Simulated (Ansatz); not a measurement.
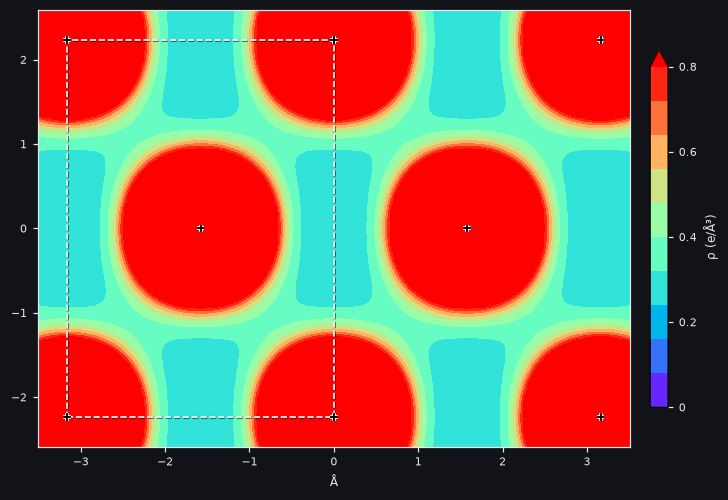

The valence pseudo-density on a plane through atoms (crosses mark nuclei in the plane).

Level of theory: DFT PBE, scalar-relativistic, plane waves, PAW in Ansatz 0.2.0.

Candidates:
A. Mo, a = 3.16 Å, b = 3.16 Å, c = 3.16 Å, α = 90.00°, β = 90.00°, γ = 90.00°. Space group Im-3m; computed without spin polarisation.
B. Pt, a = 2.91 Å, b = 2.91 Å, c = 3.72 Å, α = 90.00°, β = 90.00°, γ = 90.00°. Space group I4/mmm; changed on purpose from its base cell (strain +0.050 along x and y, -0.050 along z, atoms carried along).
C. CoSi2, a = 5.36 Å, b = 5.36 Å, c = 5.36 Å, α = 90.00°, β = 90.00°, γ = 90.00°. Space group Fm-3m; computed without spin polarisation.

Question: Which system is this?

Answer: Candidate A: Mo on the (011̄) plane of the conventional cell, which holds Mo. Mo–Mo (2.74 Å): ρ is about 0.37 e/Å³ halfway.
